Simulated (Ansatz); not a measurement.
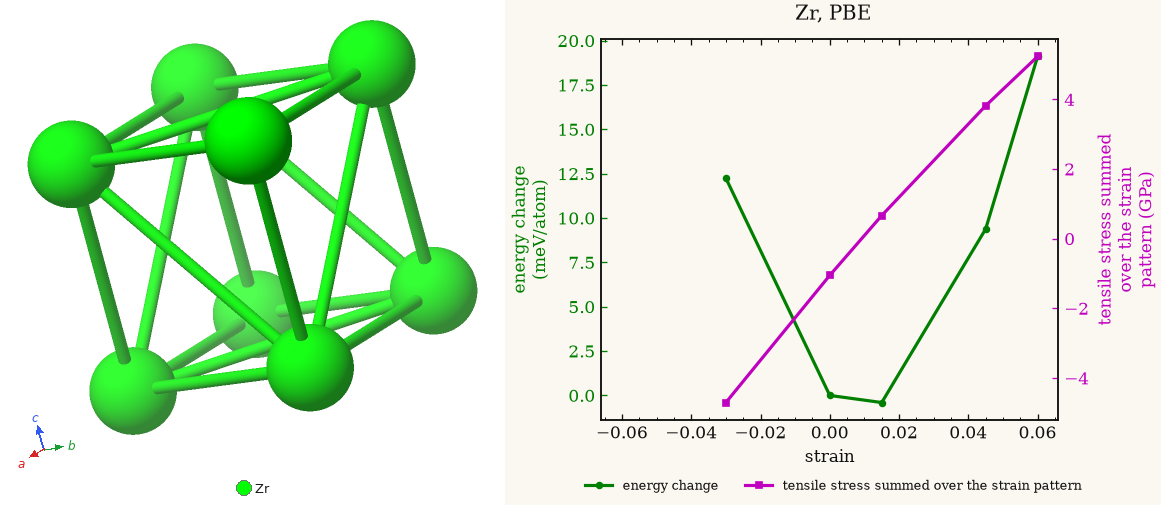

The picture above shows the energy change and tensile stress summed over the strain pattern against strain for Zr, space group Fm-3m (No. 225). The cell is drawn beside the plot.

Structure:
```yaml
crystal:
  lattice:
    - [0.00000, 2.25500, 2.25500]
    - [2.25500, 0.00000, 2.25500]
    - [2.25500, 2.25500, 0.00000]
  atoms:
    - { symbol: Zr, position: [0.00000, 0.00000, 0.00000] }
```

How it was computed, with Ansatz 0.2.0: homogeneous strain of a crystal along one Voigt pattern with engineering shear, fractional coordinates fixed, by plane-wave density functional theory with PAW datasets, free energies less that of the undisturbed cell; scalar-relativistic. Level: PBE, no spin polarisation.

wave cutoff 420 eV; k mesh 18×18×18; occupations Gaussian; smearing width 0.15 eV; k shift (0, 0, 0) (mesh steps); start as given; strain pattern (0, 1, 0, 0, 0, 0) (xx yy zz yz xz xy with engineering shear).

The points at strain −0.060 and −0.045 are left out of the plot. What values does the calculation give there?

| strain | energy change (meV/atom) | tensile stress summed over the strain pattern (GPa) |
| --- | --- | --- |
| −0.060 | 40.67 | −8.5 |
| −0.045 | 24.40 | −6.6 |

Keep in mind: reference crystal is not relaxed.
